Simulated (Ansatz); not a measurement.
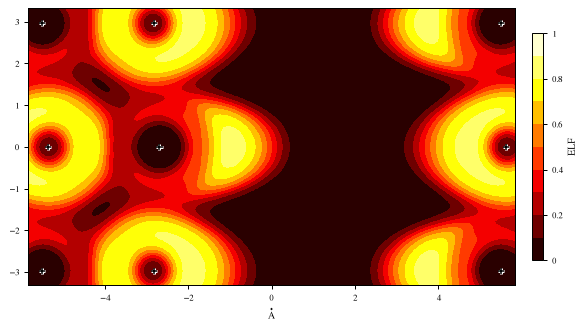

The ELF on a plane through atoms (crosses mark nuclei in the plane).

Computed with DFT r2SCAN, scalar-relativistic, plane waves, PAW in Ansatz.

Candidates:
A. WC, a = 2.91 Å, b = 2.91 Å, c = 2.84 Å, α = 90.00°, β = 90.00°, γ = 120.00°. Space group P-6m2.
B. SnSe, a = 4.20 Å, b = 4.20 Å, c = 10.99 Å, α = 90.00°, β = 90.00°, γ = 90.00°. Space group P4/nmm; a structure from a database of computed crystals, not necessarily the ambient phase; changed on purpose from its base cell (strain -0.0200 x Voigt [1, 1, 0, 0, 0, 0], atoms carried along).

### Which system is this?

Candidate B: SnSe on the (110) plane of the conventional cell, which holds Sn and Se. Sn–Se (2.68 Å): the ELF is about 0.60 at the midpoint. Sn–Se (2.97 Å): the ELF is about 0.40 at the midpoint and 0.30 at its lowest between the atoms.
